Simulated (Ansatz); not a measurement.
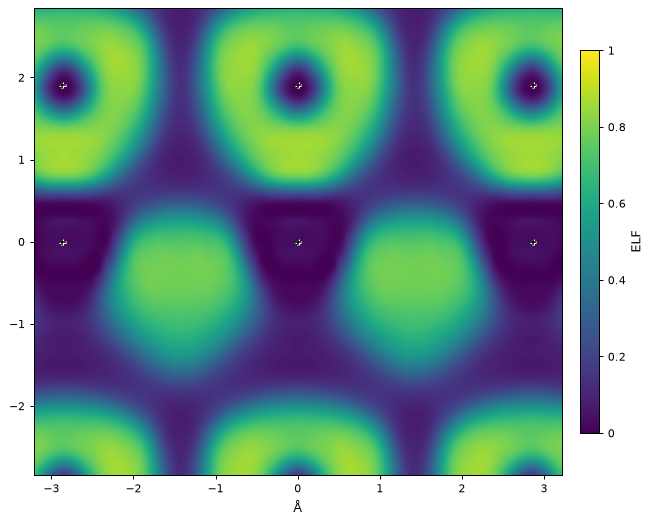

The ELF on a plane through atoms (crosses mark nuclei in the plane).

Computed with DFT PBEsol, scalar-relativistic, plane waves, PAW (Ansatz 0.2.0).

Candidates:
A. Al₂Ru, a = 4.70 Å, b = 7.98 Å, c = 8.77 Å, α = 90.00°, β = 90.00°, γ = 90.00°. Space group Fddd; a structure from a database of computed crystals, not necessarily the ambient phase; computed without spin polarisation.
B. AlN, a = 2.86 Å, b = 2.86 Å, c = 4.98 Å, α = 90.00°, β = 90.00°, γ = 120.00°. Space group P6₃mc; changed on purpose from its base cell (strain -0.080 along x and y, +0.000 along z, atoms carried along); not relaxed (largest force 1.5 eV/Å); computed pressure about 50 GPa in this cell.

Q: Which candidate gave the map?

A: Candidate B: AlN on the (010) plane of the conventional cell, which holds Al and N. Al–N (1.90 Å): the ELF peaks at about 0.85 between the atoms; a shared but strongly polarised pair.
